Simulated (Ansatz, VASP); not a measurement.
# SiC (Moissanite 3C) in two plane-wave programs

One calculation is typed for both programs; each brings its own data sets and cutoff. How far apart do they land?

Program: Ansatz 0.2.0. Level of theory: plane waves, with VASP 6.6.1 beside it; G0W0 gap at PBE. Results are calculated unless marked as measured.

## 1. Set-up

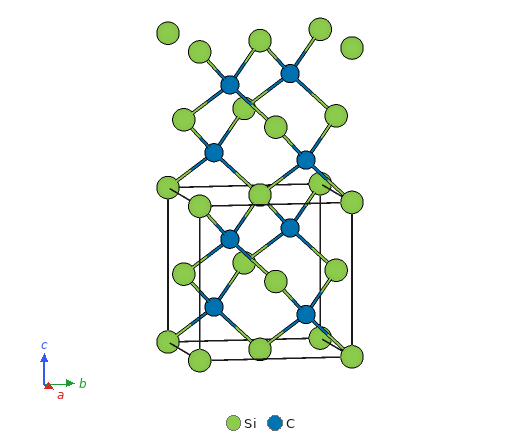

The starting structure, seen slightly off an axis (silicon green, carbon blue). 1×1×2 cells are drawn. This picture shows the conventional cell, with its axes. Bonds to atoms that aren't drawn are left out. Some periodic images of atoms are drawn too.

As a file:

```cif
data_structure
_symmetry_space_group_name_H-M 'F-43m'
_symmetry_Int_Tables_number 216
_cell_length_a 4.3580
_cell_length_b 4.3580
_cell_length_c 4.3580
_cell_angle_alpha 90.000
_cell_angle_beta 90.000
_cell_angle_gamma 90.000
_cell_volume 82.77
loop_
_atom_site_label
_atom_site_type_symbol
_atom_site_symmetry_multiplicity
_atom_site_Wyckoff_symbol
_atom_site_fract_x
_atom_site_fract_y
_atom_site_fract_z
_atom_site_occupancy
Si1 Si 4 a 0.00000 0.00000 0.00000 1
C1 C 4 c 0.25000 0.25000 0.25000 1
```

## 2. VASP: G0W0 gap, PBE

Quasiparticle shifts depend on high empty states and on the cores, so they are the hardest test of two PAW sets.

Lines of VASP's logs that name or quote its potential files are left out, and so is its time.

File INCAR:

```
SYSTEM = SiC
PREC = Accurate
ENCUT = 440
ISMEAR = 0
SIGMA = 0.01
LREAL = .FALSE.
GGA = PE
NBANDS = 64
ALGO = EVGW0
NELMGW = 1
ENCUTGW = 120
NOMEGA = 64
PRECFOCK = Fast
NBANDSGW = 16
LWAVE = .FALSE.
LCHARG = .FALSE.
```

File POSCAR:

```
SiC
1.0
    0.0000000000      2.1790000000      2.1790000000
    2.1790000000      0.0000000000      2.1790000000
    2.1790000000      2.1790000000      0.0000000000
Si C
1 1
Direct
    0.0000000000      0.0000000000      0.0000000000
    0.7500000000      0.7500000000      0.7500000000
```

File KPOINTS:

```
Automatic mesh
0
Gamma
4 4 4
0 0 0
```

The projector-augmented-wave data sets are Si_GW and C_GW (PBE family, release 64).

Run with:

```
> mpirun -np 8 vasp_std
```

Numbers of over 12 decimals in the logs are rounded to 6 here.

The program printed:

```text
[banner, memory and clock lines left out]
running    8 mpi-ranks, on    1 nodes
 distrk:  each k-point on    8 cores,    1 groups
 distr:  one band on    1 cores,    8 groups

 POSCAR found type information on POSCAR SiC
 POSCAR found :  2 types and       2 ions
|                                                                             |
|           W    W    AA    RRRRR   N    N  II  N    N   GGGG   !!!           |
|           W    W   A  A   R    R  NN   N  II  NN   N  G    G  !!!           |
|           W    W  A    A  R    R  N N  N  II  N N  N  G       !!!           |
|           W WW W  AAAAAA  RRRRR   N  N N  II  N  N N  G  GGG   !            |
|           WW  WW  A    A  R   R   N   NN  II  N   NN  G    G                |
|           W    W  A    A  R    R  N    N  II  N    N   GGGG   !!!           |
|                                                                             |
|     For optimal performance we recommend to set                             |
|       NCORE = 2 up to number-of-cores-per-socket                            |
|     NCORE specifies how many cores store one orbital (NPAR=cpu/NCORE).      |
|     This setting can greatly improve the performance of VASP for DFT.       |
|     The default, NCORE=1 might be grossly inefficient on modern             |
|     multi-core architectures or massively parallel machines. Do your        |
|     Unfortunately you need to use the default for GW and RPA                |
|     calculations (for HF NCORE is supported but not extensively tested      |
|     yet).                                                                   |
|                                                                             |

|                                                                             |
|           W    W    AA    RRRRR   N    N  II  N    N   GGGG   !!!           |
|           W    W   A  A   R    R  NN   N  II  NN   N  G    G  !!!           |
|           W    W  A    A  R    R  N N  N  II  N N  N  G       !!!           |
|           W WW W  AAAAAA  RRRRR   N  N N  II  N  N N  G  GGG   !            |
|           WW  WW  A    A  R   R   N   NN  II  N   NN  G    G                |
|           W    W  A    A  R    R  N    N  II  N    N   GGGG   !!!           |
|                                                                             |
|     The default for ENCUTGWSOFT is different in this version of VASP.       |
|     please manually set ENCUTGWSOFT =120 in the INCAR file.                 |
|                                                                             |

 LDA part: xc-table for (Slater+PW92), standard interpolation
 found WAVECAR, reading the header
 POSCAR, INCAR and KPOINTS ok, starting setup
 FFT: planning ... GRIDC
 FFT: planning ... GRID_SOFT
 FFT: planning ... GRID
 reading WAVECAR
 the WAVECAR file was read successfully
 initial charge from wavefunction
 available memory per node:     59.75 GB, setting MAXMEM to     61179

 The Fermi energy was updated, please check that it is located mid-gap
 values below the HOMO (VB) or above the LUMO (CB) will cause erroneous energies
 E-fermi :   8.4853

 calculate exact exchange contribution
 the WAVEDER file was read successfully
energies w=
    0.000    0.000    0.588    0.000    1.174    0.000    1.758    0.000
    2.338    0.000    2.913    0.000    3.482    0.000    4.045    0.000
    4.600    0.000    5.148    0.000    5.688    0.000    6.221    0.000
    6.747    0.000    7.265    0.000    7.777    0.000    8.283    0.000
    8.784    0.000    9.280    0.000    9.772    0.000   10.262    0.000
   10.750    0.000   11.238    0.000   11.725    0.000   12.214    0.000
   12.706    0.000   13.202    0.000   13.704    0.000   14.212    0.000
   14.728    0.000   15.255    0.000   15.794    0.000   16.347    0.000
   16.916    0.000   17.503    0.000   18.113    0.000   18.746    0.000
   19.408    0.000   20.102    0.000   20.832    0.000   21.604    0.000
   22.422    0.000   23.297    0.000   24.233    0.000   25.242    0.000
   26.335    0.000   27.526    0.000   28.831    0.000   30.272    0.000
   31.874    0.000   33.668    0.000   35.696    0.000   38.009    0.000
   40.675    0.000   43.786    0.000   47.466    0.000   51.887    0.000
   57.300    0.000   64.078    0.000   72.809    0.000   84.467    0.000
  100.795    0.000  125.262    0.000  165.877    0.000  246.270    0.000
 responsefunction array rank=      72
 LDA part: xc-table for (Slater+PW92), standard interpolation

 min. memory requirement per mpi rank     56.5 MB, per node    451.9 MB

 allocating   8 responsefunctions rank=    72
 shmem allocating  64 responsefunctions rank=    72
 response function shared by NCSHMEM nodes    1
 Doing            8  frequencies on each core in blocks of           64
NQ=   1    0.0000    0.0000    0.0000,
|.........|.........|.........|.........|.........|.........|.........|.........
 performed         47000 updates of chi_q(r,r)
 total number of BLAS operations          1.31 Gflops
NQ=   2    0.2500    0.0000    0.0000,
|.........|.........|.........|.........|.........|.........|.........|.........
 performed        151000 updates of chi_q(r,r)
 total number of BLAS operations          4.42 Gflops
NQ=   3    0.5000    0.0000    0.0000,
|.........|.........|.........|.........|.........|.........|.........|.........
 performed        239000 updates of chi_q(r,r)
 total number of BLAS operations          7.87 Gflops
NQ=   4    0.2500    0.2500    0.0000,
|.........|.........|.........|.........|.........|.........|.........|.........
 performed        343000 updates of chi_q(r,r)
 total number of BLAS operations         10.88 Gflops
NQ=   5    0.5000    0.2500    0.0000,
|.........|.........|.........|.........|.........|.........|.........|.........
 performed        492000 updates of chi_q(r,r)
 total number of BLAS operations         15.04 Gflops
NQ=   6   -0.2500    0.2500    0.0000,
|.........|.........|.........|.........|.........|.........|.........|.........
 performed        625000 updates of chi_q(r,r)
 total number of BLAS operations         18.75 Gflops
NQ=   7    0.5000    0.5000    0.0000,
|.........|.........|.........|.........|.........|.........|.........|.........
 performed        700000 updates of chi_q(r,r)
 total number of BLAS operations         21.23 Gflops
NQ=   8   -0.2500    0.5000    0.2500,
|.........|.........|.........|.........|.........|.........|.........|.........
 performed        800000 updates of chi_q(r,r)
 total number of BLAS operations         23.75 Gflops
 resolving degeneracies of screened two electron integrals

 calculate QP shifts <psi_nk| G(iteration)W_0 |psi_nk>: iteration 1
 entering main loop
```

From OUTCAR (step 2):

```text
ion  position               nearest neighbor table
   1  0.000  0.000  0.000-   2 1.89   2 1.89   2 1.89   2 1.89
   2  0.750  0.750  0.750-   1 1.89   1 1.89   1 1.89   1 1.89

  LATTYP: Found a face centered cubic cell.
 ALAT       =     4.3580000000

 Subroutine GETGRP returns: Found 24 space group operations
 (whereof 24 operations were pure point group operations)

The static configuration has the point symmetry T_d .

 Found      8 irreducible k-points:

   k-points           NKPTS =      8   k-points in BZ     NKDIM =     64   number of bands    NBANDS=     64

   dimension x,y,z NGX =    24 NGY =   24 NGZ =   24
   dimension x,y,z NGXF=    48 NGYF=   48 NGZF=   48

   ENCUT  =  440.0 eV  32.34 Ry    5.69 a.u.   5.27  5.27  5.27*2*pi/ulx,y,z

   NELECT =       8.0000    total number of electrons

  energy-cutoff  :      440.00
  volume of cell :       20.69
      direct lattice vectors                 reciprocal lattice vectors
     0.000000000  2.179000000  2.179000000    -0.229463056  0.229463056  0.229463056
     2.179000000  0.000000000  2.179000000     0.229463056 -0.229463056  0.229463056
     2.179000000  2.179000000  0.000000000     0.229463056  0.229463056 -0.229463056

 k-points in reciprocal lattice and weights: Automatic mesh
   0.00000000  0.00000000  0.00000000       0.016
   0.25000000  0.00000000  0.00000000       0.125
   0.50000000  0.00000000  0.00000000       0.062
   0.25000000  0.25000000  0.00000000       0.094
   0.50000000  0.25000000  0.00000000       0.375
  -0.25000000  0.25000000  0.00000000       0.188
   0.50000000  0.50000000  0.00000000       0.047
  -0.25000000  0.50000000  0.25000000       0.094

 E-fermi :   8.4853

 QP shifts <psi_nk| G(iteration)W_0 |psi_nk>: iteration 1
 for sc-GW calculations column KS-energies equals QP-energies in previous step
 and V_xc(KS)=  KS-energies - (<T + V_ion + V_H > + <T+V_H+V_ion>^1  + <V_x>^1)
 k-point   1 :       0.0000    0.0000    0.0000
  band No.  KS-energies  QP-energies   sigma(KS)   V_xc(KS)     V^pw_x(r,r')   Z            occupation Imag(sigma)
      1      -7.6052      -8.5852     -14.0940     -12.7265     -21.6694       0.7167       2.0000       1.3650
      2       7.8330       7.3887     -15.3729     -14.8099     -17.6306       0.7890       2.0000       0.0533
      3       7.8330       7.3887     -15.3729     -14.8099     -17.6306       0.7890       2.0000       0.0533
      4       7.8330       7.3887     -15.3729     -14.8099     -17.6306       0.7890       2.0000       0.0533
      5      14.0455      14.6556     -12.3862     -13.1703      -7.2241       0.7781       0.0000      -0.0969
      6      15.0840      15.6918     -10.7644     -11.5318      -5.6658       0.7921       0.0000      -0.0936
      7      15.0840      15.6918     -10.7644     -11.5318      -5.6658       0.7921       0.0000      -0.0936
      8      15.0840      15.6918     -10.7644     -11.5318      -5.6658       0.7921       0.0000      -0.0936
    ...

 k-point   2 :       0.2500    0.0000    0.0000
  band No.  KS-energies  QP-energies   sigma(KS)   V_xc(KS)     V^pw_x(r,r')   Z            occupation Imag(sigma)
      1      -6.4081      -7.3457     -14.1859     -12.9135     -21.4586       0.7369       2.0000       1.1817
      2       3.5166       2.7841     -14.3298     -13.3641     -17.6448       0.7585       2.0000       0.1107
      3       7.2205       6.7202     -15.1717     -14.5340     -17.5387       0.7845       2.0000       0.0550
      4       7.2205       6.7202     -15.1717     -14.5340     -17.5387       0.7845       2.0000       0.0550
      5      13.7808      14.3484     -11.3941     -12.1100      -6.4492       0.7927       0.0000      -0.0854
      6      15.6876      16.3070     -10.7448     -11.5303      -5.4737       0.7885       0.0000      -0.1055
      7      15.6876      16.3070     -10.7448     -11.5303      -5.4737       0.7885       0.0000      -0.1055
      8      17.1678      17.9155     -12.2037     -13.1811      -6.4113       0.7650       0.0000      -0.1667
    ...

 k-point   3 :       0.5000    0.0000    0.0000
  band No.  KS-energies  QP-energies   sigma(KS)   V_xc(KS)     V^pw_x(r,r')   Z            occupation Imag(sigma)
      1      -4.0289      -4.8722     -14.9321     -13.7847     -21.6759       0.7350       2.0000       0.8424
      2      -0.7434      -1.6285     -13.2397     -12.0363     -17.8731       0.7355       2.0000       0.3283
      3       6.7714       6.2274     -15.1196     -14.4254     -17.6270       0.7837       2.0000       0.0582
      4       6.7714       6.2274     -15.1196     -14.4254     -17.6270       0.7837       2.0000       0.0582
      5      13.2254      13.7915     -11.4891     -12.2013      -6.6775       0.7948       0.0000      -0.0786
      6      15.0043      15.5545     -10.3797     -11.0722      -5.2818       0.7946       0.0000      -0.0945
      7      15.0043      15.5545     -10.3797     -11.0722      -5.2818       0.7946       0.0000      -0.0945
      8      17.8614      18.4006     -11.0714     -11.7845      -4.8984       0.7561       0.0000      -0.2125
    ...

 k-point   4 :       0.2500    0.2500    0.0000
  band No.  KS-energies  QP-energies   sigma(KS)   V_xc(KS)     V^pw_x(r,r')   Z            occupation Imag(sigma)
      1      -6.0055      -6.9322     -14.2500     -12.9721     -21.3787       0.7252       2.0000       1.0944
      2       4.4723       3.8123     -15.0050     -14.1433     -18.1465       0.7658       2.0000       0.0901
      3       5.8836       5.2592     -14.6679     -13.8663     -17.3184       0.7789       2.0000       0.0642
      4       5.8836       5.2592     -14.6679     -13.8663     -17.3184       0.7789       2.0000       0.0642
      5      11.8334      12.2160     -10.3181     -10.7952      -5.7061       0.8020       0.0000      -0.0730
      6      14.1305      14.6664     -10.6169     -11.2861      -5.7367       0.8009       0.0000      -0.0837
      7      18.3748      19.1335     -11.5289     -12.5221      -5.5824       0.7639       0.0000      -0.1763
      8      18.3748      19.1335     -11.5289     -12.5221      -5.5824       0.7639       0.0000      -0.1763
    ...

[... 4 further parts left out ...]
```

[end of part 1 of 2]

[Lines on the potential files, build, host, timing and source positions are cut from VASP's logs without a mark.]

[Logs are printed without paths, hosts, clocks, repeated set-up lines and the standing remarks that a program may print on its own settings, such as how far it seeks lower states.]

[Hosts, paths, dates, database ids (printed as entryN), source tags and the programs' standing remarks are cut or masked in the printed files.]
